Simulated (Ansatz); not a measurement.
# Geometry relaxation of SnO2 (part 2 of 2)

SnO2 (6 atoms in the cell); DFT PBE, scalar-relativistic, plane waves, PAW, no spin polarisation (Ansatz 0.2.0); cutoff 420 eV, 10×10×10 k-mesh, Gaussian smearing of 0.02 eV. The structure derives from a Materials Project entry.

Geometry of the input (Å; fractional positions):
```
-2.0001  2.0001  5.1237
2.0001  -2.0001  5.1237
2.0001  2.0001  -5.1237
Sn 0.7500  0.2500  0.5000
Sn 0.0000  0.0000  0.0000
O  0.7965  0.7965  0.0000
O  0.9535  0.4535  0.5000
O  0.2035  0.2035  0.0000
O  0.5465  0.0465  0.5000
```

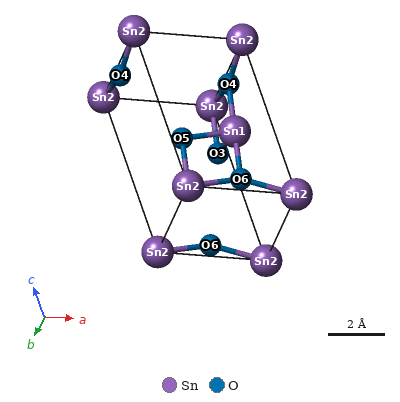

**Figure 1.** The geometry at step 3 of the log (ball-and-stick view of the reduced cell, seen at an oblique angle; atoms are numbered from 1 in the order of the input).

## What the program printed, continued
```
SCF iter   1: F=—  HF=-14317.629546 eV  |F-HF|=—  |Δ(HF+E_count)|=         —  Δρ=3.73e-4  dr2=1.50e-5  ethr=6.05e-8  ⟨swp⟩=3.6  Hψ=24410  notcnv=0
preconditioner: auto → Resta (q_TF=auto, 2.514 Å⁻¹)  ε∞=3.3  [insulator: Δε(μ)=1.335 eV  Ē_g=19.004 eV  σ=0.020 eV  W_gap=1.00  n_scr=32 (ndim 8)  ℏωp=29.1 eV  f_vac=0.149  D(μ)=0.00/eV (n_scr^D=0)  ε∞_Penn≈3.3]
SCF iter   2: F=—  HF=-14317.629979 eV  |F-HF|=—  |Δ(HF+E_count)|=   4.32e-4  Δρ=1.79e-4  dr2=4.11e-6  ethr=2.88e-8  ⟨swp⟩=2.1  Hψ=4786  notcnv=0
SCF iter   3: F=—  HF=-14317.630113 eV  |F-HF|=—  |Δ(HF+E_count)|=   1.34e-4  Δρ=6.67e-5  dr2=4.10e-7  ethr=7.91e-9  ⟨swp⟩=2.0  Hψ=4191  notcnv=0
SCF iter   4: F=—  HF=-14317.630130 eV  |F-HF|=—  |Δ(HF+E_count)|=   1.73e-5  Δρ=2.89e-6  dr2=3.54e-9  ethr=7.88e-10  ⟨swp⟩=2.0  Hψ=4896  notcnv=0
SCF iter   5: F=—  HF=-14317.630130 eV  |F-HF|=—  |Δ(HF+E_count)|=   1.64e-8  Δρ=5.16e-7  dr2=1.74e-10  ethr=6.80e-12  ⟨swp⟩=2.0  Hψ=4544  notcnv=0
SCF iter   6: F=-14317.630130 eV  HF=-14317.630130 eV  |F-HF|=2.36e-11  |Δ(HF+E_count)|=  1.82e-10  Δρ=9.31e-8  dr2=1.13e-11  ethr=1.00e-12  ⟨swp⟩=7.0  Hψ=16406  notcnv=0
SCF 6 converged in 6 iterations: F = -14317.630130 eV  dr2 = 1.13e-11
relax step   6: F+E_penalty+E_count = -14317.63012997 eV  Δ(F+E_penalty+E_count) = -1.651e-2 eV  max|allowed force component| = 6.602e-4 eV/Å  Δτ_max = 0.0000 Å  P = +0.269 GPa  Ω = 84.932 Å³  stress off target by 2.86e-1 GPa  SCF on the basis re-selected at this cell (its energy is not comparable with the rows above)  (6 SCF iters)
basis re-selected at this cell: Δ(F+E_penalty+E_count) = -1.651e-2 eV, ΔP = +0.282 GPa vs the last step (what re-selecting the basis moved, of the pressure what is left beyond the Pulay correction that the steps carried, after the strain that the cell walked since its last selection, with what the two solves' SCF thresholds leave and, on support functions, any second-order correction that the steps lacked; it is no measure of the basis error at this ecutwfc). This SCF's stress stands 2.86e-1 GPa from its target on what of the cell is left free (relax.cell.stress_tol is 5.00e-2 GPa) and its largest allowed force component is 6.60e-4 eV/Å (relax.f_tol is 5.00e-3 eV/Å): not within both, so this SCF does not close the relaxation
Crystal: 6 atoms, lattice volume = 85.083 Å³
iter 1 solved again at ethr=1.48e-7 eV; its pass at ethr=3.10e-3 eV (dr2=7.68e-5 eV) is discarded
SCF iter   1: F=—  HF=-14317.629580 eV  |F-HF|=—  |Δ(HF+E_count)|=         —  Δρ=3.02e-4  dr2=6.46e-5  ethr=1.48e-7  ⟨swp⟩=2.0  Hψ=16457  notcnv=0
preconditioner: auto → Resta (q_TF=auto, 2.513 Å⁻¹)  ε∞=3.3  [insulator: Δε(μ)=1.320 eV  Ē_g=18.988 eV  σ=0.020 eV  W_gap=1.00  n_scr=32 (ndim 8)  ℏωp=29.0 eV  f_vac=0.150  D(μ)=0.00/eV (n_scr^D=0)  ε∞_Penn≈3.3]
SCF iter   2: F=—  HF=-14317.629561 eV  |F-HF|=—  |Δ(HF+E_count)|=   1.87e-5  Δρ=9.70e-5  dr2=5.57e-6  ethr=1.24e-7  ⟨swp⟩=2.0  Hψ=4430  notcnv=0
SCF iter   3: F=—  HF=-14317.629561 eV  |F-HF|=—  |Δ(HF+E_count)|=   3.99e-7  Δρ=4.63e-5  dr2=1.75e-6  ethr=1.07e-8  ⟨swp⟩=2.0  Hψ=5393  notcnv=0
SCF iter   4: F=-14317.629561 eV  HF=-14317.629561 eV  |F-HF|=6.45e-8  |Δ(HF+E_count)|=   1.33e-7  Δρ=8.54e-6  dr2=1.05e-7  ethr=3.93e-10  ⟨swp⟩=7.1  Hψ=23141  notcnv=0
SCF 7 converged in 4 iterations: F = -14317.629561 eV  dr2 = 1.05e-7
relax step   7: F+E_penalty+E_count = -14317.62956099 eV  Δ(F+E_penalty+E_count) = +5.690e-4 eV  max|allowed force component| = 4.221e-5 eV/Å  Δτ_max = 0.0006 Å  P = +0.014 GPa  Ω = 85.083 Å³  energy of the carried Pulay correction = -7.051e-4 eV  (4 SCF iters, dr2 threshold 2.05e-7 eV, accepted)
iter 1 solved again at ethr=3.64e-8 eV; its pass at ethr=3.10e-3 eV (dr2=1.89e-5 eV) is discarded
SCF iter   1: F=—  HF=-14317.630170 eV  |F-HF|=—  |Δ(HF+E_count)|=         —  Δρ=4.69e-5  dr2=1.69e-7  ethr=3.64e-8  ⟨swp⟩=3.7  Hψ=24411  notcnv=0
preconditioner: auto → Resta (q_TF=auto, 2.513 Å⁻¹)  ε∞=3.3  [insulator: Δε(μ)=1.321 eV  Ē_g=18.990 eV  σ=0.020 eV  W_gap=1.00  n_scr=32 (ndim 8)  ℏωp=29.0 eV  f_vac=0.150  D(μ)=0.00/eV (n_scr^D=0)  ε∞_Penn≈3.3]
SCF iter   2: F=—  HF=-14317.630206 eV  |F-HF|=—  |Δ(HF+E_count)|=   3.59e-5  Δρ=2.36e-5  dr2=6.63e-8  ethr=3.25e-10  ⟨swp⟩=2.1  Hψ=5923  notcnv=0
SCF iter   3: F=—  HF=-14317.630219 eV  |F-HF|=—  |Δ(HF+E_count)|=   1.25e-5  Δρ=5.45e-6  dr2=1.55e-8  ethr=1.27e-10  ⟨swp⟩=2.0  Hψ=4412  notcnv=0
SCF iter   4: F=—  HF=-14317.630219 eV  |F-HF|=—  |Δ(HF+E_count)|=   1.09e-7  Δρ=2.47e-6  dr2=1.43e-9  ethr=2.99e-11  ⟨swp⟩=2.0  Hψ=4449  notcnv=0
SCF iter   5: F=—  HF=-14317.630219 eV  |F-HF|=—  |Δ(HF+E_count)|=   1.22e-7  Δρ=5.27e-7  dr2=8.96e-11  ethr=2.75e-12  ⟨swp⟩=2.0  Hψ=4897  notcnv=0
SCF iter   6: F=-14317.630219 eV  HF=-14317.630219 eV  |F-HF|=4.18e-11  |Δ(HF+E_count)|=   4.06e-9  Δρ=1.02e-7  dr2=2.76e-12  ethr=1.00e-12  ⟨swp⟩=6.9  Hψ=16158  notcnv=0
SCF 8 converged in 6 iterations: F = -14317.630219 eV  dr2 = 2.76e-12
relax step   8: F+E_penalty+E_count = -14317.63021916 eV  Δ(F+E_penalty+E_count) = -6.582e-4 eV  max|allowed force component| = 1.444e-4 eV/Å  Δτ_max = 0.0000 Å  P = +0.020 GPa  Ω = 85.083 Å³  stress off target by 2.18e-2 GPa  SCF on the basis re-selected at this cell (its energy is not comparable with the rows above)  (6 SCF iters)
basis re-selected at this cell: Δ(F+E_penalty+E_count) = -6.582e-4 eV, ΔP = +0.006 GPa vs the last step (what re-selecting the basis moved, of the pressure what is left beyond the Pulay correction that the steps carried, after the strain that the cell walked since its last selection, with what the two solves' SCF thresholds leave and, on support functions, any second-order correction that the steps lacked; it is no measure of the basis error at this ecutwfc). This SCF's stress stands 2.18e-2 GPa from its target on what of the cell is left free (relax.cell.stress_tol is 5.00e-2 GPa) and its largest allowed force component is 1.44e-4 eV/Å (relax.f_tol is 5.00e-3 eV/Å): within both
SCF converged after 6 iterations
Free energy (F): -14317.630219 eV
Harris-Foulkes:  -14317.630219 eV  (|F-HF|=4.18e-11)
Internal energy: -14317.630219 eV  (E = F + TS)
E sigma→0 (E₀):  -14317.630219 eV
Fermi energy:    7.187031 eV
--- Per-component energies (eV) ---
  E_band       = -244.949739
  E_kinetic    = 1077.584877
  E_local      = -3639.063548  (includes V_loc(G=0)·N_el)
  E_nonlocal   = 133.821716
  E_hartree    = 1816.482210
  E_xc         = -1052.997670
  E_vxc        = -561.242100  (∫ρ·V_xc dr)
  E_paw        = -8928.165656  (= ΣΔE_a)
  E_vpaw       = -889.024887  (= ΣTr[D̂ρ^β])
  E_aug_tail   = 0.009814  (compensation charges beyond the density's cutoff)
  E_ewald      = -3725.301964
  E_smearing   = -0.000000  (= −TS)
  E_closure    = -0.000000  (closes the sum)
  Σ components = -14317.630219   (vs F -14317.630219, Δ=0.00e0)
--- Forces (eV/Å), atoms counted from 1 ---
  atom   1  Sn     0.00000000    -0.00000000     0.00000000
  atom   2  Sn     0.00000000    -0.00000000     0.00000000
  atom   3  O      0.00000000     0.00000000     0.00014444
  atom   4  O      0.00000000     0.00000000    -0.00014444
  atom   5  O      0.00000000    -0.00000000    -0.00014444
  atom   6  O      0.00000000    -0.00000000     0.00014444
  max |Σ_I F_I| component: 1.13e-17 eV/Å
--- Stress (GPa, compression-positive) ---
        0.021765      -0.000000      -0.000000
       -0.000000       0.021765      -0.000000
        0.000000       0.000000       0.015583
  P = ⅓ Tr σ = 0.0197 GPa (0.197 kbar)
--- Band table (eV; the first three rows and the last of 102) ---
  k-point 0: bands = ["-13.8601", "-13.8263", "-13.7136", "-13.2383", "-13.1551", "-13.1551", "-13.0386", "-13.0175", "-13.0175", "-13.0016", "-11.6456", "-9.2729", "-8.5510", "-8.3714", "1.5598", "1.9384", "1.9384", "2.5943", "3.2765", "3.2765", "4.8277", "5.4733", "5.9005", "5.9005", "6.1909", "6.1909", "7.8473", "11.8037", "15.8212", "16.1445", "16.2782", "17.8173"]
  k-point 1: bands = ["-13.8438", "-13.7873", "-13.6766", "-13.2591", "-13.1569", "-13.1486", "-13.0399", "-13.0268", "-13.0217", "-13.0011", "-11.5355", "-9.3461", "-8.5755", "-8.5142", "0.6435", "2.1765", "2.3094", "2.7587", "2.9040", "3.8295", "5.0718", "5.3635", "5.5234", "5.9236", "6.0535", "6.2407", "8.5254", "11.8679", "15.9746", "16.1242", "16.3272", "17.1870"]
  k-point 2: bands = ["-13.7988", "-13.6784", "-13.5725", "-13.3194", "-13.1629", "-13.1305", "-13.0426", "-13.0377", "-13.0336", "-13.0036", "-11.2293", "-9.5399", "-8.8825", "-8.6656", "-0.2565", "1.7539", "2.1290", "2.8111", "3.9464", "4.7423", "4.8318", "5.0688", "5.5772", "5.6923", "5.9809", "6.3543", "9.8102", "12.1017", "15.9518", "15.9916", "16.1323", "16.5690"]
  k-point 101: bands = ["-13.9999", "-13.9999", "-13.2805", "-13.2805", "-13.1910", "-13.1910", "-13.0201", "-13.0201", "-12.9788", "-12.9788", "-10.8792", "-10.8792", "-8.0924", "-8.0924", "1.5839", "1.5839", "2.9356", "2.9356", "3.7997", "3.7997", "3.9343", "3.9343", "5.5552", "5.5552", "6.2827", "6.2827", "10.4873", "10.4873", "14.1654", "14.1654", "18.2062", "18.2062"]
--- Relaxed structure (6 steps of the walk, 6 accepted, 2 SCFs on fresh bases) ---
  F+E_penalty+E_count = -14317.63021916 eV   max|allowed force component| = 1.444e-4 eV/Å   (the final SCF, on the basis selected at the relaxed cell)
  cell:  # Å, volume = 85.0831 Å³
    - [-2.0261375566633784, 2.0261375566633784, 5.181379221563428]
    - [2.0261375566633784, -2.0261375566633784, 5.181379221563428]
    - [2.0261375566633784, 2.0261375566633784, -5.181379221563428]
  atoms:
    - { symbol: Sn, position: [0.7500000000000001, 0.24999999999999994, 0.5000000000000001] }
    - { symbol: Sn, position: [1.4283417969980576e-19, 1.4283417969980574e-19, 8.168621845840755e-35] }
    - { symbol: O, position: [0.7975932606387395, 0.7975932606387395, 4.853460077989809e-35] }
    - { symbol: O, position: [0.9524067393612604, 0.4524067393612606, 0.49999999999999994] }
    - { symbol: O, position: [0.2024067393612606, 0.2024067393612606, 9.67902959469464e-35] }
    - { symbol: O, position: [0.5475932606387395, 0.04759326063873931, 0.5000000000000001] }
```

## Trajectory as extended XYZ (Å, eV, eV/Å), 8 frames, from step=1 to step=8
```
6
Lattice="-2.0001 2.0001 5.1237 2.0001 -2.0001 5.1237 2.0001 2.0001 -5.1237" Properties=species:S:1:pos:R:3:forces:R:3 step=1 energy=-14317.57617 pressure_GPa=5.86
Sn    0.0000    2.0001    2.5618    0.0000   0.0000   0.0000
Sn    0.0000    0.0000    0.0000    0.0000   0.0000   0.0000
O     0.0000    0.0000    8.1623    0.0000   0.0000  -0.0404
O     0.0000    2.0001    4.6469    0.0000   0.0000   0.0404
O     0.0000    0.0000    2.0851    0.0000   0.0000   0.0404
O     0.0000    2.0001    0.4767    0.0000   0.0000  -0.0404
6
Lattice="-2.0194 2.0194 5.1933 2.0194 -2.0194 5.1933 2.0194 2.0194 -5.1933" Properties=species:S:1:pos:R:3:forces:R:3 step=2 energy=-14317.61358 pressure_GPa=0.32
Sn    0.0000    2.0194    2.5966    0.0000   0.0000   0.0000
Sn    0.0000    0.0000    0.0000    0.0000   0.0000   0.0000
O     0.0000    0.0000    8.2840    0.0000   0.0000   0.0359
O     0.0000    2.0194    4.6991    0.0000   0.0000  -0.0359
O     0.0000    0.0000    2.1025    0.0000   0.0000  -0.0359
O     0.0000    2.0194    0.4941    0.0000   0.0000   0.0359
6
Lattice="-2.0222 2.0222 5.1900 2.0222 -2.0222 5.1900 2.0222 2.0222 -5.1900" Properties=species:S:1:pos:R:3:forces:R:3 step=3 energy=-14317.61347 pressure_GPa=0.01
Sn    0.0000    2.0222    2.5950    0.0000   0.0000   0.0000
Sn    0.0000    0.0000    0.0000    0.0000   0.0000   0.0000
O     0.0000    0.0000    8.2791    0.0000   0.0000   0.0237
O     0.0000    2.0222    4.6959    0.0000   0.0000  -0.0237
O     0.0000    0.0000    2.1009    0.0000   0.0000  -0.0237
O     0.0000    2.0222    0.4941    0.0000   0.0000   0.0237
6
Lattice="-2.0242 2.0242 5.1822 2.0242 -2.0242 5.1822 2.0242 2.0242 -5.1822" Properties=species:S:1:pos:R:3:forces:R:3 step=4 energy=-14317.61356 pressure_GPa=0.05
Sn    0.0000    2.0242    2.5911    0.0000   0.0000   0.0000
Sn    0.0000    0.0000    0.0000    0.0000   0.0000   0.0000
O     0.0000    0.0000    8.2678    0.0000   0.0000  -0.0166
O     0.0000    2.0242    4.6877    0.0000   0.0000   0.0166
O     0.0000    0.0000    2.0966    0.0000   0.0000   0.0166
O     0.0000    2.0242    0.4945    0.0000   0.0000  -0.0166
6
Lattice="-2.0248 2.0248 5.1790 2.0248 -2.0248 5.1790 2.0248 2.0248 -5.1790" Properties=species:S:1:pos:R:3:forces:R:3 step=5 energy=-14317.61362 pressure_GPa=-0.01
Sn    0.0000    2.0248    2.5895    0.0000   0.0000   0.0000
Sn    0.0000    0.0000    0.0000    0.0000   0.0000   0.0000
O     0.0000    0.0000    8.2609    0.0000   0.0000   0.0004
O     0.0000    2.0248    4.6867    0.0000   0.0000  -0.0004
O     0.0000    0.0000    2.0972    0.0000   0.0000  -0.0004
O     0.0000    2.0248    0.4924    0.0000   0.0000   0.0004
6
Lattice="-2.0248 2.0248 5.1790 2.0248 -2.0248 5.1790 2.0248 2.0248 -5.1790" Properties=species:S:1:pos:R:3:forces:R:3 step=6 energy=-14317.63013 pressure_GPa=0.27
Sn    0.0000    2.0248    2.5895    0.0000   0.0000   0.0000
Sn    0.0000    0.0000    0.0000    0.0000   0.0000   0.0000
O     0.0000    0.0000    8.2609    0.0000   0.0000   0.0007
O     0.0000    2.0248    4.6867    0.0000   0.0000  -0.0007
O     0.0000    0.0000    2.0972    0.0000   0.0000  -0.0007
O     0.0000    2.0248    0.4924    0.0000   0.0000   0.0007
6
Lattice="-2.0261 2.0261 5.1814 2.0261 -2.0261 5.1814 2.0261 2.0261 -5.1814" Properties=species:S:1:pos:R:3:forces:R:3 step=7 energy=-14317.62956 pressure_GPa=0.01
Sn    0.0000    2.0261    2.5907    0.0000   0.0000   0.0000
Sn    0.0000    0.0000    0.0000    0.0000   0.0000   0.0000
O     0.0000    0.0000    8.2653    0.0000   0.0000   0.0000
O     0.0000    2.0261    4.6882    0.0000   0.0000   0.0000
O     0.0000    0.0000    2.0975    0.0000   0.0000   0.0000
O     0.0000    2.0261    0.4932    0.0000   0.0000   0.0000
6
Lattice="-2.0261 2.0261 5.1814 2.0261 -2.0261 5.1814 2.0261 2.0261 -5.1814" Properties=species:S:1:pos:R:3:forces:R:3 step=8 energy=-14317.63022 pressure_GPa=0.02
Sn    0.0000    2.0261    2.5907    0.0000   0.0000   0.0000
Sn    0.0000    0.0000    0.0000    0.0000   0.0000   0.0000
O     0.0000    0.0000    8.2653    0.0000   0.0000   0.0001
O     0.0000    2.0261    4.6882    0.0000   0.0000  -0.0001
O     0.0000    0.0000    2.0975    0.0000   0.0000  -0.0001
O     0.0000    2.0261    0.4932    0.0000   0.0000   0.0001
```

## Summary

- outcome: converged
- space group (tolerance 0.01 Å): I4₁/amd (141)
- electrons treated: 52
- free energy: −14317.6302 eV
- Fermi energy: 7.187 eV
- gap on the k-point mesh: 1.32 eV
- pressure: 0.02 GPa
- final volume: 85.08 Å³
- largest force (length of the vector) at the end: under 0.001 eV/Å
- final cell: a = 5.921 Å, b = 5.921 Å, c = 5.921 Å, α = 139.98°, β = 139.98°, γ = 57.89°
- hardware: 2 threads of Arm Neoverse V1, 24 GiB of memory available, shared host
- wall time: 82 s (CPU time 2.7 min)
- peak memory: 0.51 GiB
